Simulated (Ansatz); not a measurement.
AlNi (space group Pm-3m, No. 221): the end point of a relaxation with Ansatz, DFT PBEsol, scalar-relativistic, plane waves, PAW.

```cif
data_structure
_symmetry_space_group_name_H-M 'P 1'
_symmetry_Int_Tables_number 1
_cell_length_a 2.8624
_cell_length_b 2.8624
_cell_length_c 2.8624
_cell_angle_alpha 90.000
_cell_angle_beta 90.000
_cell_angle_gamma 90.000
_cell_volume 23.45
loop_
_atom_site_label
_atom_site_type_symbol
_atom_site_fract_x
_atom_site_fract_y
_atom_site_fract_z
_atom_site_occupancy
Al1 Al 0.50000 0.50000 0.50000 1
Ni1 Ni 0.00000 0.00000 0.00000 1
```

Bonds are taken as Al–Ni below 2.8 Å. The graph is simplified in the usual way: terminal and isolated atoms are pruned, two-connected atoms become edges.

Derive the underlying net.

The result is a uninodal 8-connected, three-periodic net: Al and Ni are 8-connected nodes. It is the bcu net, known from CsCl and the body-centred cubic metals. It is a single net, without interpenetration.

```csv
node,links,point symbol,coordination sequence
Al and Ni,8,4²⁴·6⁴,8 26 56 98 152 218
```

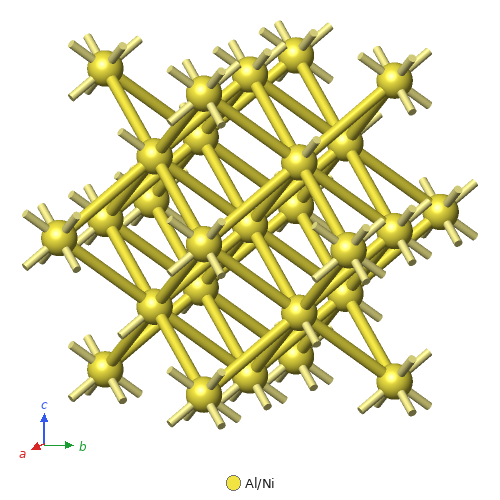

Nodes are coloured by topological kind. Edges to nodes outside the piece are drawn as stubs.
